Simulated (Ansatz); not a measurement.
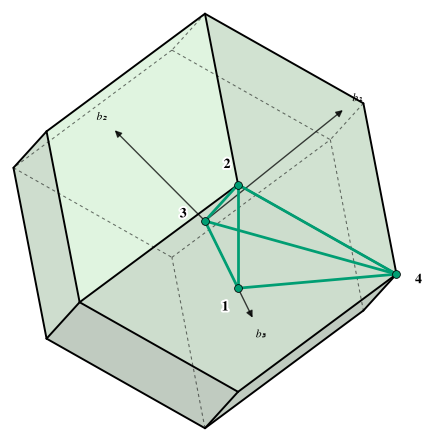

Crystal: Rh, the input geometry of an electronic-structure calculation (not necessarily at equilibrium); the starting structure was generated, so it need not be a known form of this composition. The first Brillouin zone of a body-centred cubic lattice (cI; extended symbol cI1) is drawn with its special points numbered. All values are computed from the atomic coordinates in the standard setting (tolerance 0.002 Å).

a = 3.044 Å, b = 3.044 Å, c = 3.044 Å, α = 90.00°, β = 90.00°, γ = 90.00°.

Labels and path follow the convention of Hinuma et al. (2017), as computed by seekpath; the arrows show the directions of the reciprocal primitive vectors b₁, b₂, b₃, in which coordinates are given.

Q: Which special point is each number?

A:
```tsv
no.	label	coordinates
1	N	(0, 0, 1/2)
2	P	(1/4, 1/4, 1/4)
3	Γ	(0, 0, 0)
4	H	(1/2, −1/2, 1/2)
```
